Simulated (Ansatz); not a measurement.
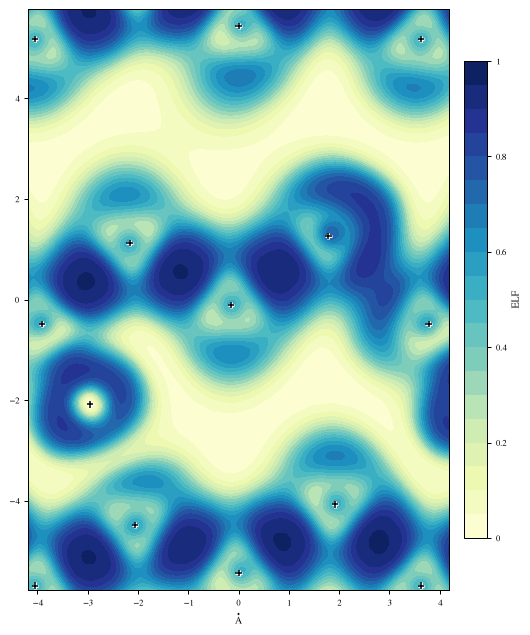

The ELF on a plane through atoms (crosses mark nuclei in the plane).

Level of theory: DFT PBEsol, scalar-relativistic, plane waves, PAW (Ansatz 0.2.0).

Candidates:
A. Si₁₆N (cell with a defect), a = 7.68 Å, b = 7.68 Å, c = 7.68 Å, α = 60.00°, β = 60.00°, γ = 60.00°. PAW files of the earlier set (soft_1); the program warned that a starting moment wasn't kept; spin-polarised, but the moments vanished.
B. Al₂₄HO (slab), a = 5.73 Å, b = 8.59 Å, c = 18.01 Å, α = 90.00°, β = 90.00°, γ = 60.00°. Computed without spin polarisation; PAW files of the earlier set (soft_1).

### Which system is this?

Candidate A: Si₁₆N on the (11̄0) plane of the calculation cell, which holds Si and N. Si–N (1.85 Å): the ELF peaks at about 0.85 between the atoms. Si–Si (2.26 Å): the ELF peaks at about 0.95 between the atoms.
